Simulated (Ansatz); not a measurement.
# Run report: Mo, single-point calculation

The run: single-point calculation of Mo (1 atom in the cell). Method and program: DFT r2SCAN, scalar-relativistic, plane waves, PAW, no spin polarisation (Ansatz 0.2.0).

The structure derives from a Materials Project entry. It belongs to a series of runs on one base structure; here: cell sheared at random, sigma 0.06, atoms nudged by 0.01 A. Figures and captions count atoms from 1; the log counts them from 0 in places.

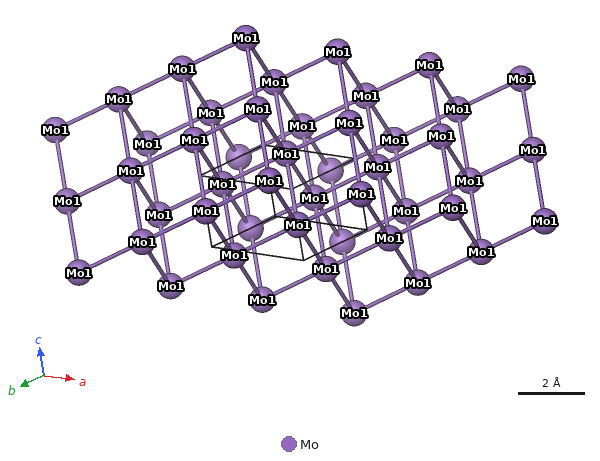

The structure as given in the input (ball-and-stick view of the cell of the calculation, repeated 3 × 3 × 3, seen at an oblique angle; atoms are numbered from 1 in the order of the input). Near neighbours in the crystal (not all of them lie inside the picture): Mo has 6 Mo at 2.58 to 2.66 Å.

Results in brief

- outcome: converged
- space group (tolerance 0.01 Å): P-1 (2)
- electrons treated: 14
- free energy: −4966.8017 eV
- Fermi energy: 19.984 eV
- gap on the k-point mesh: none (metallic)
- pressure: 2.34 GPa
- largest force (length of the vector): under 0.001 eV/Å
- hardware: 1 thread of Intel Xeon (Sapphire Rapids), 192 GiB of memory available, shared host
- wall time: 20 s
- peak memory: 0.55 GiB

Input file
```yaml
crystal:
  lattice:
    - [2.9124299786, 0.0220316313, -0.2089357333]
    - [-1.4371350369, 2.1947770173, 0.1141237051]
    - [-0.1926000125, 0.0102778659, 2.5690914768]
  atoms:
    - { symbol: Mo, position: [0.0, 0.0, 0.5] }
basis:
  ecutwfc: 500
kpoints:
  mp_grid: { grid: [12, 12, 14] }
hamiltonian:
  xc: r2scan
scf:
  occupations: { method: gaussian, width: 0.15 }
output:
  forces: true
  stress: true
  eigenvalues: true
  write_density: true
  write_potential: true
  elf: true
  volumetric_format: npy
```

Run as:
```bash
ansatz run input.yaml --threads 1 --pin off --max-ram 2560MiB --backend cpu --events-out ev --progress --plain --runs-dir out
```

Log
```
Engine: ansatz 0.2.0, x86_64-unknown-linux-gnu
Pseudopotentials: kind: paw
Pseudopotential: Mo, paw, valence charge 14, recommended cutoff 500 eV (meta_gga), Mo.paw.azcp
Functional definition: r2SCAN
  parameter k0 = 0.174
  parameter k1 = 0.065
  parameter a1 = 4.9479
  exchange = r2scan_x(k0 = k0, k1 = k1, a1 = a1)
  correlation = r2scan_c
Crystal: 1 atoms, lattice volume = 16.414 Å³
Basis set: ecut = 500 eV, 419 PW (Γ), exchange–correlation on 96×80×80 points (64 copies of the dense FFT grid, shifted against one another)
Bands: 11, of which v1, the nominal top of the filled ones, is band 7 counted from 1 (6 counted from 0)
Symmetry: 2 space group operations
Space group: P-1 (ITA 2), of the structure as read, at distance tolerance 2.5e-5 Å
k-points: 1012 of 2016
Non-local potential: Mo, projectors of the file, l = 0: 3, l = 1: 2, l = 2: 2, l = 3: 1
PAW form: soft (Blöchl's): semilocal exchange-correlation on the pseudo side does not see the compensation charge
PAW frozen core: Mo, regenerated for the run's functional (the file was generated under x = pbe(κ = 0.804, μ = 0.2195149727645171), c = pbe(β = 0.06672455060314922))
PAW one-centre angular grid: Mo, 590 points (default); XC on 160 Gauss nodes
Initial density: superposition of atomic densities (neutral atoms: chi_scale 0, normalization atom), corrected by the library's trained network
Initial wavefunctions: pseudopotential atomic-orbital guess
Functional: x = r2scan, c = r2scan; τ floored in thin density (d = 2e-4 eV/Å³)
SCF iter   1: F=—  HF=-4966.801314 eV  |F-HF|=—  |Δ(HF+E_count)|=         —  Δρ=1.31e-2  dr2=1.66e-2  dr2_τ=1.70e-2  ethr=1.77e-3  ⟨swp⟩=5.0  Hψ=68296  notcnv=0
preconditioner: auto → none  [metal: Δε(μ)=0.007 eV  Ē_g=8.204 eV  σ=0.150 eV  W_gap=0.03  n_scr=6 (ndim 8)  ℏωp=22.5 eV  f_vac=0.000  D(μ)=0.70/eV (n_scr^D=6)  sad-step TF]
SCF iter   2: F=—  HF=-4966.801842 eV  |F-HF|=—  |Δ(HF+E_count)|=   5.28e-4  Δρ=7.26e-3  dr2=4.61e-3  dr2_τ=2.30e-4  ethr=1.19e-4  ⟨swp⟩=1.4  Hψ=20526  notcnv=0
SCF iter   3: F=—  HF=-4966.801697 eV  |F-HF|=—  |Δ(HF+E_count)|=   1.45e-4  Δρ=6.60e-4  dr2=3.32e-5  dr2_τ=4.80e-6  ethr=3.29e-5  ⟨swp⟩=2.7  Hψ=17838  notcnv=0
SCF iter   4: F=—  HF=-4966.801732 eV  |F-HF|=—  |Δ(HF+E_count)|=   3.45e-5  Δρ=1.93e-4  dr2=4.77e-6  dr2_τ=1.37e-6  ethr=2.37e-7  ⟨swp⟩=2.0  Hψ=18129  notcnv=0
SCF iter   5: F=—  HF=-4966.801730 eV  |F-HF|=—  |Δ(HF+E_count)|=   1.14e-6  Δρ=4.46e-5  dr2=1.10e-7  dr2_τ=2.79e-8  ethr=3.41e-8  ⟨swp⟩=2.4  Hψ=16755  notcnv=0
SCF iter   6: F=-4966.801731 eV  HF=-4966.801731 eV  |F-HF|=4.61e-9  |Δ(HF+E_count)|=   1.32e-7  Δρ=1.12e-5  dr2=7.08e-9  dr2_τ=1.47e-9  ethr=7.14e-10  ⟨swp⟩=8.8  Hψ=71120  notcnv=0
SCF 1 converged in 6 iterations: F = -4966.801731 eV  dr2 = 7.08e-9
  greatest PAW one-centre occupation: 0.997 electrons in one spin orbital (limit 2), on the Mo atom at site 0 (counted from 0), in its partial waves of l = 0
SCF converged after 6 iterations
Free energy (F): -4966.801731 eV
Harris-Foulkes:  -4966.801731 eV  (|F-HF|=4.61e-9)
Internal energy: -4966.793619 eV  (E = F + TS)
E sigma→0 (E₀):  -4966.797675 eV
Entropy (-TS):   -0.008111 eV (-8.111 meV/atom)
Fermi energy:    19.983510 eV
--- Per-component energies (eV) ---
  E_band       = -82.355276
  E_kinetic    = 441.090157
  E_local      = -852.115075  (includes V_loc(G=0)·N_el)
  E_nonlocal   = 143.925410
  E_hartree    = 284.518043
  E_xc         = -178.224549
  E_vxc        = -255.976805  (∫ρ·V_xc dr)
  E_paw        = -3217.802451  (= ΣΔE_a)
  E_vpaw       = -145.366300  (= ΣTr[D̂ρ^β])
  E_aug_tail   = 0.000004  (compensation charges beyond the density's cutoff)
  E_vtau       = 17.049890  (kinetic-family band-sum trace: ∫τ·v_τ [+ j·A + Jᵃ·Aᵃ] dr)
  E_ewald      = -1587.963954
  E_core_change = -0.221204  (= ΣΔE_core)
  E_smearing   = -0.008111  (= −TS)
  E_closure    = 0.000000  (closes the sum)
  Σ components = -4966.801731   (vs F -4966.801731, Δ=0.00e0)
--- Forces (eV/Å), atoms counted from 1 ---
  atom   1  Mo     0.00000000     0.00000000     0.00000000
  max |Σ_I F_I| component: 0.00e0 eV/Å
--- Stress (GPa, compression-positive) ---
        5.842200      -0.997976     -15.457718
       -0.997976       4.506702       0.754462
      -15.457684       0.754463      -3.318777
  P = ⅓ Tr σ = 2.3434 GPa (23.434 kbar)
--- Band table (eV; the first three rows and the last of 1012) ---
  k-point 0: bands = ["-43.2910", "-15.8978", "-15.6662", "-15.5846", "12.5950", "15.2944", "17.3701", "20.5456", "23.5431", "24.1769", "33.5442"]
  k-point 1: bands = ["-43.2792", "-15.9150", "-15.7327", "-15.5798", "12.7616", "15.4795", "17.4023", "20.5802", "23.3382", "23.9906", "33.6596"]
  k-point 2: bands = ["-43.2461", "-16.0789", "-15.8031", "-15.5619", "13.2064", "16.0345", "17.4924", "20.6774", "22.8238", "23.5056", "33.9768"]
  k-point 1011: bands = ["-42.8114", "-17.2394", "-16.9611", "-15.7461", "14.1647", "16.1872", "20.1577", "23.7810", "25.2071", "26.0689", "28.1465"]
```

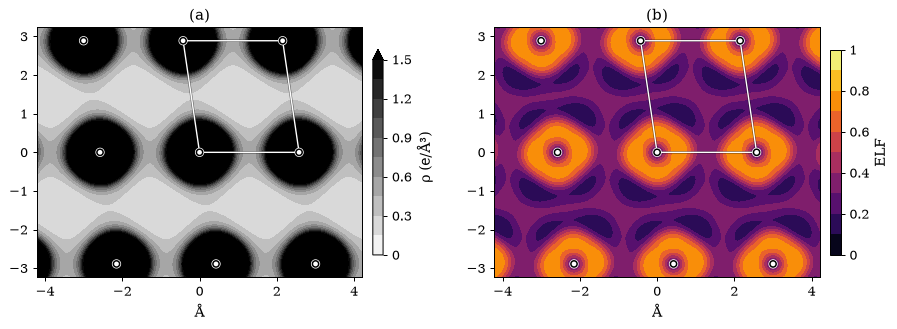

(a) valence electron density; (b) ELF on the (011̄) plane of the conventional cell. Circles mark the nuclei in the plane (Mo). The section cuts through Mo sites. Mo–Mo (2.58 Å): ρ is about 0.51 e/Å³ halfway; the ELF is about 0.35 at the midpoint, as expected for nearly free electrons, as in a simple metal. Away from the nuclei the density in this plane falls to 0.17 e/Å³ at its lowest. The strong features right at Mo lie inside the PAW spheres (semicore, d or f shells) and say nothing about bonding. Core electrons are frozen (PAW), so the fields are smoothed inside the atomic spheres.

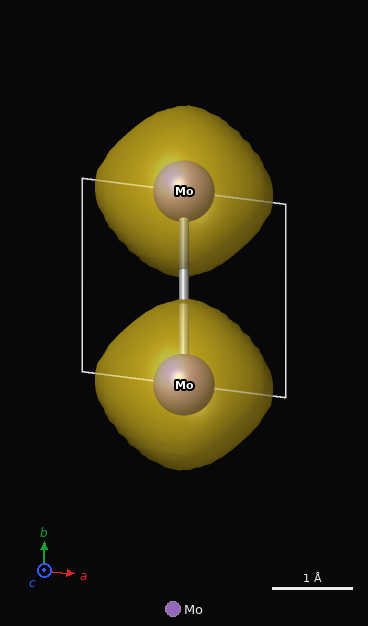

Isosurface of the valence electron density at 0.6 e/Å³ (yellow), seen along the c axis. Sticks mark near contacts. The outline is the cell set on symmetry axes. At this value the density breaks into separate islands; it holds about 75 % of the electrons treated as valence (semicore included). It is pinched off along the Mo–Mo (2.58 Å) and Mo–Mo (2.63 Å) contacts. On the grid the lowest density along these lines, outside the cores, is 0.51 e/Å³ (Mo–Mo, 2.58 Å) and 0.46 e/Å³ (Mo–Mo, 2.63 Å).
